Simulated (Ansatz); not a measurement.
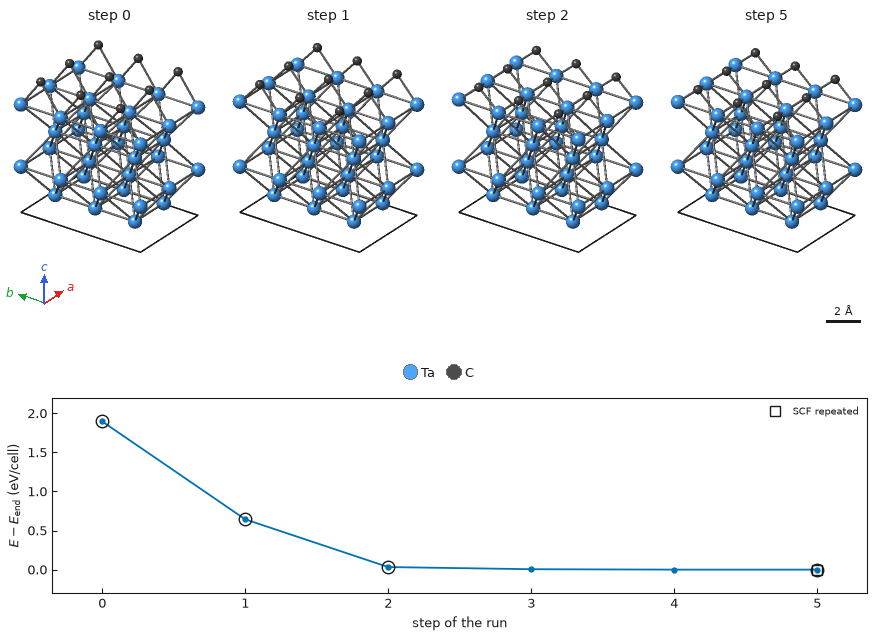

Frames of a constrained relaxation of a slab of composition Ta4C (cut from the Fm-3m phase), marked on the history of the run. Style: ball-and-stick. Shown: the 2 × 3 repeat of the cell, outlined in the plane, without the vacuum, from a free direction.

Case: C put at a bridge Ta-Ta site. The slab is the (1 0 0) face of Ta with C on it. 2 atoms are held fixed.

These are results of Ansatz, DFT PBEsol, scalar-relativistic, plane waves, PAW, not measurements.

The input:
```yaml
crystal:
  lattice:
    - [2.9525883348, 0.0, 0.0]
    - [0.0, 2.9525883348, 0.0]
    - [0.0, 0.0, 25.2633857008]
  atoms:
    - { symbol: Ta, position: [0.5, 0.5, 0.3364552994] }
    - { symbol: Ta, position: [0.0, 0.0, 0.4190964489] }
    - { symbol: Ta, position: [0.5, 0.5, 0.5065613038] }
    - { symbol: Ta, position: [0.0, 0.0, 0.585864131] }
    - { symbol: C, position: [0.0, 0.5, 0.6642384243] }
basis:
  ecutwfc: 420
kpoints:
  mp_grid: { grid: [10, 10, 1] }
hamiltonian:
  xc: pbesol
scf:
  occupations: { method: gaussian, width: 0.1 }
output:
  forces: true
  eigenvalues: true
  write_density: true
  write_potential: true
  elf: true
  volumetric_format: npy
relax:
  adjacent_minimum: "off"
  f_tol: 0.03
  max_steps: 70
  constraints: [{ sites: [0, 1] }]
efield:
  axis: 3
  dipole_correction: true
  ramp_width: 0.04
```

Launched with:
```bash
ansatz run input.yaml --threads 2 --pin off --max-ram 5120MiB --backend cpu --events-out ev --progress --plain --runs-dir out
```

> What happens along the run?

After 4 accepted moves (5 points after the start) the energy has fallen by 1.896 eV per cell of the calculation. The largest force component goes from 3.9 to 0.018 eV/Å. 1 step only repeated the SCF at the same geometry. C5 moves most: 0.52 Å along the normal (−c). By element the largest moves are C 0.52 Å, Ta 0.17 Å. The cell doesn't change. Among the contacts that change: Ta4–C5 2.470 → 1.956 Å, Ta3–Ta4 2.894 → 3.048 Å, Ta2–Ta3 3.040 → 3.007 Å. Bond angles that change, for instance: Ta4–C5–Ta4 73.4° → 98.0°. From step 0 to 1: Ta4 moves most (0.20 Å), energy −1.252 eV per cell of the calculation. From step 1 to 2: C5 moves most (0.19 Å), energy −0.611 eV per cell of the calculation. From step 2 to 5: Ta and C atoms move most (0.16 Å), energy −32.8 meV per cell of the calculation.

Limits of the set-up: the periodic images lie only 3.0 Å apart, so the values are limited by the cell's size.
